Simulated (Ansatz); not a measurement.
```cif
data_structure
_symmetry_space_group_name_H-M 'P 1'
_symmetry_Int_Tables_number 1
_cell_length_a 3.2089
_cell_length_b 3.2089
_cell_length_c 7.8600
_cell_angle_alpha 90.000
_cell_angle_beta 90.000
_cell_angle_gamma 120.000
_cell_volume 70.09
loop_
_atom_site_label
_atom_site_type_symbol
_atom_site_fract_x
_atom_site_fract_y
_atom_site_fract_z
_atom_site_occupancy
P1 P 0.00000 0.00000 0.74641 1
P2 P 0.33333 0.66667 0.41308 1
P3 P 0.66667 0.33333 0.07974 1
B1 B 0.33269 0.66474 0.66786 1
B2 B 0.66602 0.33140 0.33453 1
B3 B 0.99936 0.99807 0.00119 1
```

Space group Cm; changed on purpose from its base cell (atoms moved at random by about 0.05 A); not relaxed (largest force 0.7 eV/Å).

These are results of Ansatz 0.2.0, Kohn-Sham DFT of a periodic cell, PBE, Ansatz PAW, not measurements.

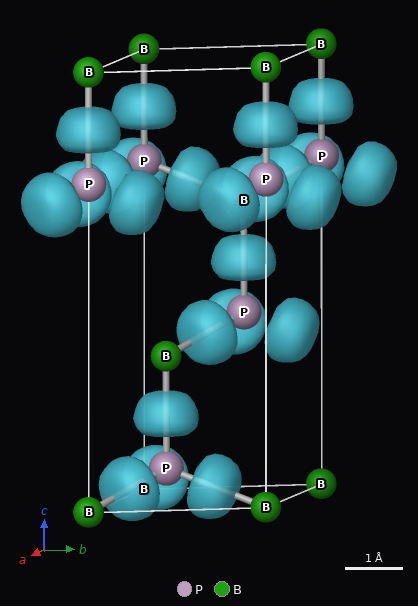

BP. Isosurface of the electron localisation function at 0.8 (cyan), seen slightly off an axis. Core shells and regions of very low density are left out. Sticks mark near contacts.

Q: What do the ELF domains correspond to?

A: The ELF exceeds this value in twelve regions between bonded B–P atoms (shared pairs), counted in one cell of 6 atoms. Regions shared between cells count once. Along the contacts the grid gives the following. B–P (1.95 Å): the ELF peaks at about 0.95 between the atoms: a shared electron pair. B–P (2.00 Å): the ELF peaks at about 0.95 between the atoms (a shared electron pair).

Q: Does the calculation make it a metal, or give it a gap?

A: It is gapped, with a Kohn–Sham gap of 0.90 eV on the k-point mesh, an upper bound to the gap of this method.
